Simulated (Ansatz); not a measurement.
# Zr4C3: a trial structure relaxed

The task: take a trial cell of Zr4C3 to zero force and stress.

Method: DFT PBE, scalar-relativistic, plane waves, PAW, in Ansatz 0.2.0.

### Step 1. The starting structure

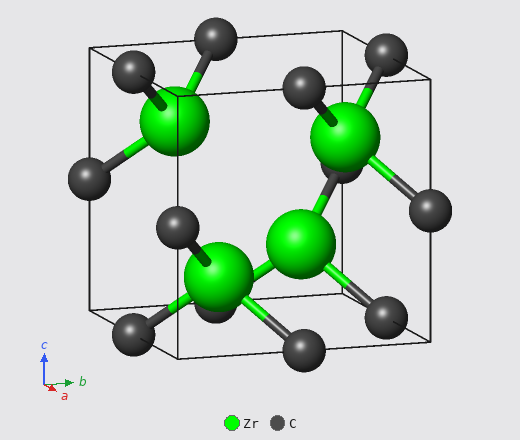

The starting structure, seen slightly off an axis (zirconium green, carbon dark grey). Atoms on the faces are drawn again on the opposite ones.

Structure file:

```cif
data_structure
_symmetry_space_group_name_H-M 'P 1'
_symmetry_Int_Tables_number 1
_cell_length_a 5.1523
_cell_length_b 5.1523
_cell_length_c 5.1523
_cell_angle_alpha 90.000
_cell_angle_beta 90.000
_cell_angle_gamma 90.000
_cell_volume 136.77
loop_
_atom_site_label
_atom_site_type_symbol
_atom_site_fract_x
_atom_site_fract_y
_atom_site_fract_z
_atom_site_occupancy
Zr1 Zr 0.75000 0.75000 0.75000 1
Zr2 Zr 0.75000 0.25000 0.25000 1
Zr3 Zr 0.25000 0.75000 0.25000 1
Zr4 Zr 0.25000 0.25000 0.75000 1
C1 C 0.00000 0.00000 0.50000 1
C2 C 0.00000 0.50000 0.00000 1
C3 C 0.50000 0.00000 0.00000 1
```

A structure generator made this guess: ordered vacancies on the anion sites of zinc blende (P-43m, No. 215). Lengths come from tabulated atomic sizes and are only a guess.

### Step 2. The guess as it stands, on a coarse mesh

Input file input.yaml:

```yaml
crystal:
  lattice:
    - [5.1522738, 0.0, 0.0]
    - [0.0, 5.1522738, 0.0]
    - [0.0, 0.0, 5.1522738]
  atoms:
    - { symbol: Zr, position: [0.75, 0.75, 0.75] }
    - { symbol: Zr, position: [0.75, 0.25, 0.25] }
    - { symbol: Zr, position: [0.25, 0.75, 0.25] }
    - { symbol: Zr, position: [0.25, 0.25, 0.75] }
    - { symbol: C, position: [0.0, 0.0, 0.5] }
    - { symbol: C, position: [0.0, 0.5, 0.0] }
    - { symbol: C, position: [0.5, 0.0, 0.0] }
basis:
  ecutwfc: 420
kpoints:
  mp_grid: { grid: [4, 4, 4] }
hamiltonian:
  xc: pbe
scf:
  occupations: { method: gaussian, width: 0.1 }
  lower_state_search: "off"
output:
  forces: true
  stress: true
  eigenvalues: true
```

Run with:

```
$ ansatz run input.yaml --threads 1 --pin off --max-ram 2048MiB --backend cpu --events-out ev --progress --plain --runs-dir out
```

Log, shortened:

```text
[...]
SCF converged after 7 iterations
Free energy (F): -17488.443478 eV
[...]
E sigma→0 (E₀):  -17488.420591 eV
Entropy (-TS):   -0.045775 eV (-6.539 meV/atom)
Fermi energy:    10.323450 eV
[...]
--- Forces (eV/Å), atoms counted from 1 ---
  atom   1  Zr     0.42899050     0.42899050     0.42899050
  atom   2  Zr     0.42899050    -0.42899050    -0.42899050
  atom   3  Zr    -0.42899050     0.42899050    -0.42899050
  atom   4  Zr    -0.42899050    -0.42899050     0.42899050
  atom   5  C     -0.00000000    -0.00000000    -0.00000000
  atom   6  C     -0.00000000     0.00000000     0.00000000
  atom   7  C     -0.00000000     0.00000000    -0.00000000
[...]
--- Stress (GPa, compression-positive) ---
       -8.705832       0.000000      -0.000000
       -0.000000      -8.705832       0.000000
        0.000000       0.000000      -8.705832
  P = ⅓ Tr σ = -8.7058 GPa (-87.058 kbar)
--- Band table (eV; the first three rows and the last of 10) ---
[...]
```

Wall time 3.7 s (1 thread of AMD EPYC 7R43 (Zen 3), shared host); peak memory 0.39 GiB.

Read-out: pressure -8.7 GPa, largest force 0.74 eV/Å, gap on this mesh none (metal). A guess like this is first relaxed loosely on the coarse mesh.

[end of part 1 of 3]
